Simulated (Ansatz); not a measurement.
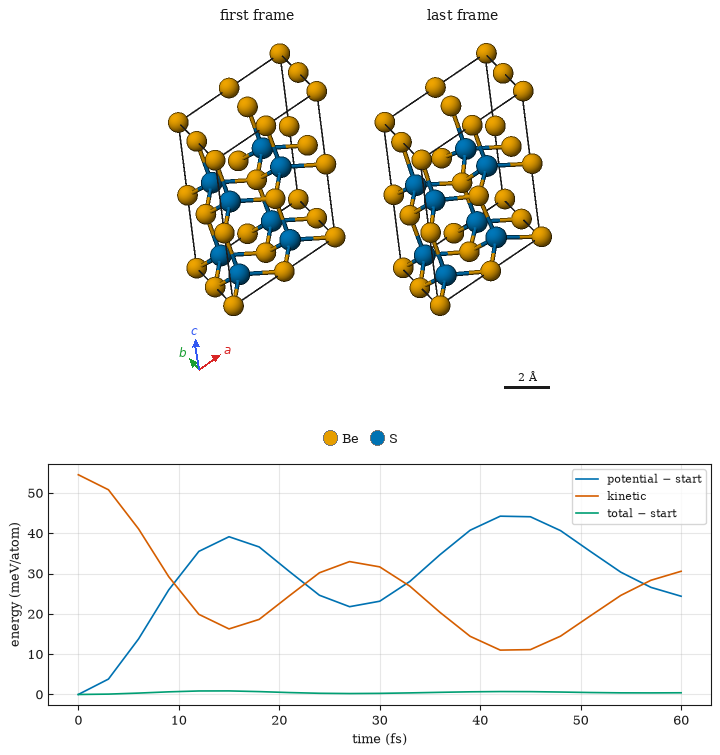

Molecular dynamics of a 16-atom cell of BeS (built on the zincblende type), 60 fs long. A ball-and-stick model of the reduced simulation cell, seen slightly off an axis. Bonds to atoms that aren't drawn are left out. Lengths and directions refer to the drawn axes.

All numbers below come from Ansatz, DFT, r2SCAN, plane waves, PAW. Set-up: plane-wave cutoff 500 eV; k-point mesh 2 × 2 × 2; Fermi-Dirac smearing 0.039 eV; constant energy (NVE); velocities drawn for 450 K; time step 3 fs.

> How well is the energy conserved, and can the run be trusted?

The total energy stays between 0 and 0.89 meV per atom of its start. A straight-line fit has a slope that amounts to +0.13 meV per atom over 60 fs (0.5 % of the mean kinetic energy), and the ripple about it is 2.0 % of the kinetic energy's fluctuation. With a drift under 2 % and a ripple under 7 %, the integration is accurate. Over the second half the temperature averages 175 K (spread ±61 K). The first frame carries almost no forces, so kinetic energy first flows into potential energy: the temperature drops from 450 to 134 K within 15 fs, and without a thermostat its mean stays below the start. The potential energy in the second half lies on average 33.9 meV per atom above the first frame.

Cost: 2.8 min on 4 threads of Arm Neoverse N1, with other jobs on the host, peak memory 1.3 GiB.
